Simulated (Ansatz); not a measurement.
```cif
data_structure
_symmetry_space_group_name_H-M 'P 1'
_symmetry_Int_Tables_number 1
_cell_length_a 2.8927
_cell_length_b 2.8927
_cell_length_c 8.3782
_cell_angle_alpha 90.000
_cell_angle_beta 90.000
_cell_angle_gamma 90.000
_cell_volume 70.11
loop_
_atom_site_label
_atom_site_type_symbol
_atom_site_fract_x
_atom_site_fract_y
_atom_site_fract_z
_atom_site_occupancy
Al1 Al 0.00000 0.00000 0.77686 1
Al2 Al 0.00000 0.00000 0.08632 1
Al3 Al 0.00000 0.00000 0.43159 1
Ni1 Ni 0.50000 0.50000 0.94949 1
Ni2 Ni 0.50000 0.50000 0.25895 1
Ni3 Ni 0.50000 0.50000 0.60422 1
```

Space group P4mm; not relaxed (largest force 1.9 eV/Å); computed pressure about 8 GPa in this cell; computed without spin polarisation; PAW files of the earlier set (soft_1).

Method: DFT PBE, scalar-relativistic, plane waves, PAW in Ansatz.

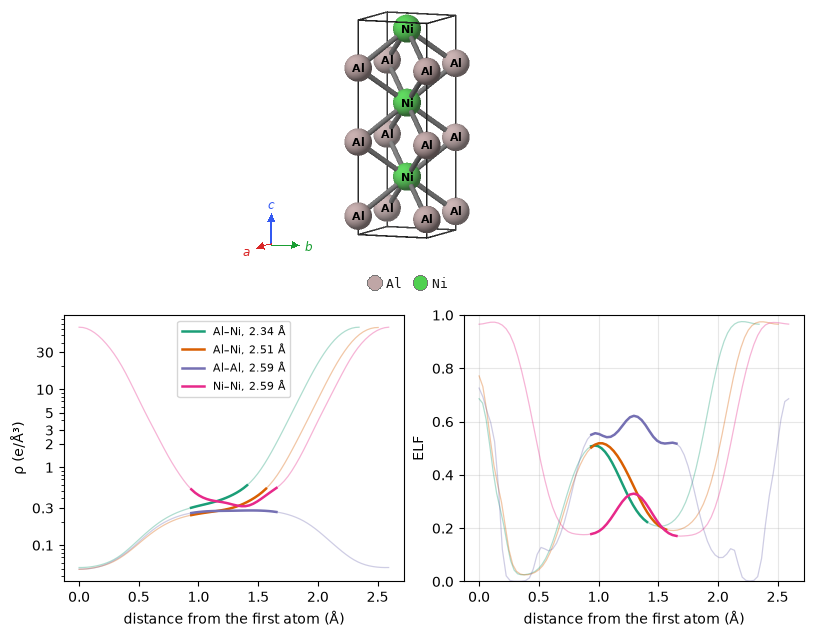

AlNi. Valence pseudo-density and ELF along straight lines between neighbouring atoms. Thin, pale parts lie inside the atomic spheres. The structure is drawn too.

The density is the valence pseudo-density of a PAW calculation; it isn't the true density close to the nuclei.

**What can be read from the curves?**

Al–Ni (2.34 Å): ρ is about 0.38 e/Å³ halfway; the ELF is about 0.40 at the midpoint.
Al–Ni (2.51 Å): ρ at the midpoint is about 0.29 e/Å³; the ELF is about 0.40 at the midpoint.
Al–Al (2.59 Å): the density is about 0.28 e/Å³ at the midpoint; the ELF peaks at about 0.60 between the atoms.
Ni–Ni (2.59 Å): ρ is about 0.33 e/Å³ halfway; the ELF is about 0.35 at the midpoint.
